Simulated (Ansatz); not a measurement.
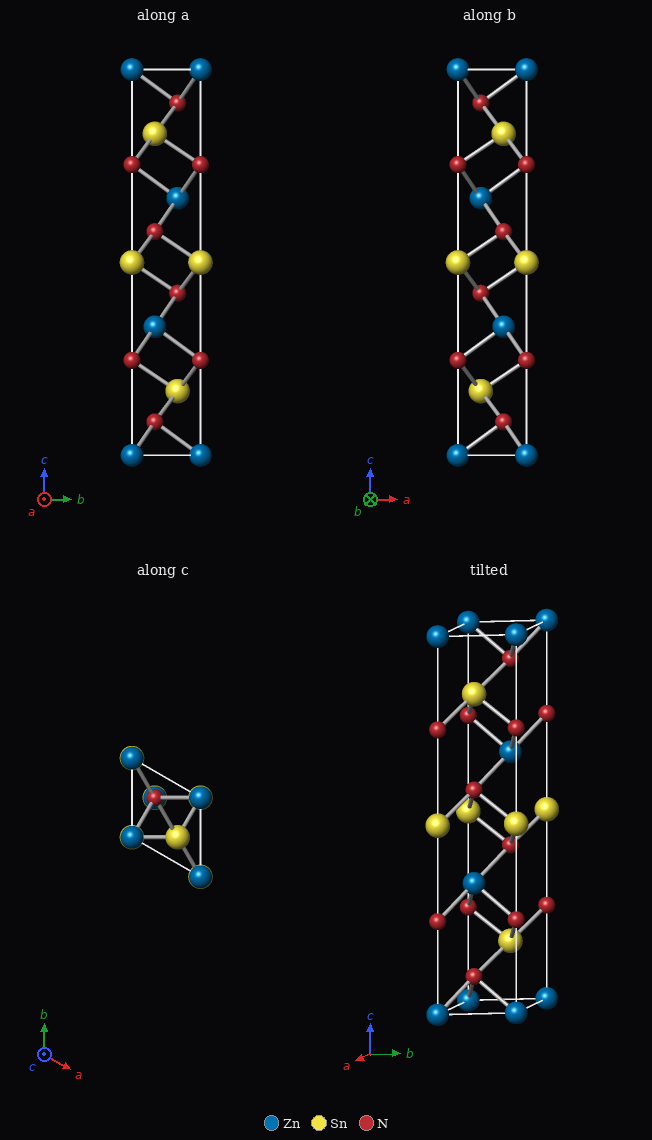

Ball-and-stick representation of a periodic structure, projected along the a axis, along the b axis, along the c axis and slightly off an axis. Lines trace the edges of the conventional unit cell.

Lattice parameters: a = 3.167 Å, b = 3.167 Å, c = 15.449 Å, α = 90.00°, β = 90.00°, γ = 120.00°. Put a along x and b in the xy plane.

Express the structure as a POSCAR file, with free fractional coordinates to two decimals.

```
Zn Sn N
1.0
     3.167    0.000    0.000
    -1.584    2.743    0.000
     0.000    0.000   15.449
Zn Sn N
3 3 6
Direct
  0.00 0.00 0.00
  0.6667 0.3333 0.3333
  0.3333 0.6667 0.6667
  0.6667 0.3333 0.8333
  0.3333 0.6667 0.1667
  0.00 0.00 0.50
  0.3333 0.6667 0.91
  0.00 0.00 0.75
  0.00 0.00 0.25
  0.6667 0.3333 0.09
  0.6667 0.3333 0.58
  0.3333 0.6667 0.42
```

Its origin is a structure type filled with these elements by a generator (whether the compound takes this form wasn't checked). Earlier steps of the study may have refined or changed the cell and positions. An electronic-structure calculation with Ansatz was run on it.
